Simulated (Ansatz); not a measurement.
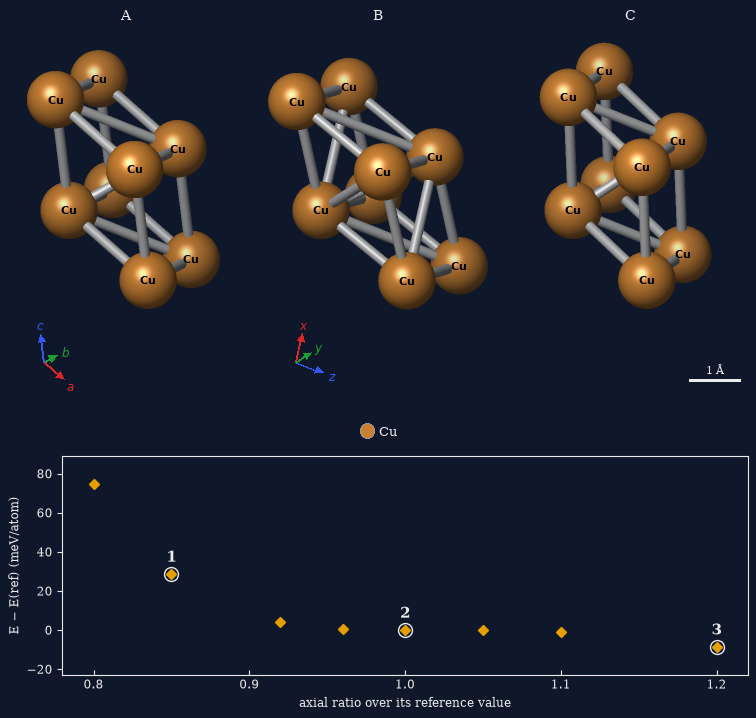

Energy scan for crystalline Cu (I4/mmm), in which the ratio of the cell's length along z to its lengths across, counted as 1 for the reference, is changed at fixed volume (a c/a path), with the atoms kept at their fractional coordinates. x, y and z are the Cartesian axes of the input. The frames are shuffled; the numbered points of the plot belong to them. A ball-and-stick model of the cell of the calculation, seen slightly off an axis.

Computed with DFT PBE, scalar-relativistic, plane waves, PAW in Ansatz. Settings: plane-wave cutoff 420 eV; k-point mesh 26 × 26 × 26; occupations gaussian; smearing width 0.15 eV; no spin polarisation. Energies (free energies at the smearing named) are counted from the cell as listed in its source, which wasn't relaxed.

**Match the frames to the points.**

Point 1 is frame C (the relative ratio 0.85, 28.6 meV/atom); 2 is frame A (the relative ratio 1.00, 0.0 meV/atom); 3 is frame B (the relative ratio 1.20, −8.6 meV/atom). The lowest computed point lies at the relative ratio 1.20 (−8.6 meV/atom). The energy is still falling at the end of the range, so the minimum along this coordinate lies there or beyond. The end points stand at 74.8 meV/atom (0.80) and −8.6 meV/atom (1.20). The unrelaxed reference is under a pressure of 7.3 GPa. The distortion keeps the space group I4/mmm. At the relative ratio 0.80 the cell of the drawing goes a 2.461 → 2.497 Å, b 2.461 → 2.497 Å, c 2.461 → 2.497 Å, α 108.2° → 103.0°, β 108.2° → 103.0°, γ 112.0° → 123.3°.
